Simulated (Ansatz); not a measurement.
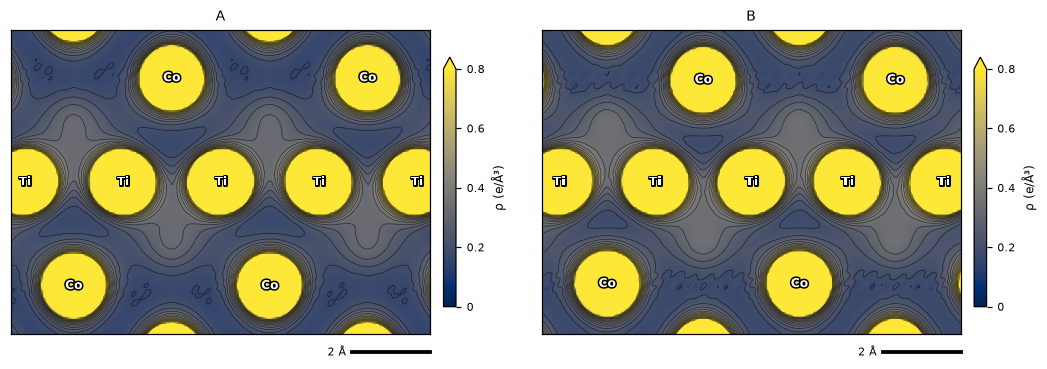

Ti₂Co. The valence electron density of two cells that differ in size, on the (101̄) plane of each (indices in the axes of the calculation cell), at one length scale and on one colour scale: A has 15.0 Å³ an atom and B 14.2.

Space group Fd-3m; spin-polarised.

Level of theory: Ansatz, DFT PBEsol, scalar-relativistic, plane waves, PAW.

Core electrons are frozen (PAW), and the valence fields are smoothed inside the atomic spheres.

The larger cell:

```yaml
crystal:
  lattice:
    - [0.00000, 3.55795, 3.55795]
    - [3.55795, 0.00000, 3.55795]
    - [3.55795, 3.55795, 0.00000]
  atoms:
    - { symbol: Ti, position: [0.62500, 0.62500, 0.62500] }
    - { symbol: Ti, position: [0.12500, 0.62500, 0.62500] }
    - { symbol: Ti, position: [0.62500, 0.62500, 0.12500] }
    - { symbol: Ti, position: [0.62500, 0.12500, 0.62500] }
    - { symbol: Co, position: [0.00000, 0.00000, 0.00000] }
    - { symbol: Co, position: [0.25000, 0.25000, 0.25000] }
```

The smaller cell: a = 4.935 Å, b = 4.935 Å, c = 4.935 Å, α = 60.00°, β = 60.00°, γ = 60.00°.

Question: What changes from the larger cell to the smaller?

Answer: From the larger cell to the smaller, Ti–Co goes from 2.95 to 2.89 Å, and the density at its midpoint from 0.19 to 0.21 e/Å³; Ti–Ti goes from 2.52 to 2.47 Å, and the density at its midpoint from 0.32 to 0.34 e/Å³; the pressure goes from −6 to 0.0 GPa; the largest moment (Co) goes from 1.2 to 1.0 μB.
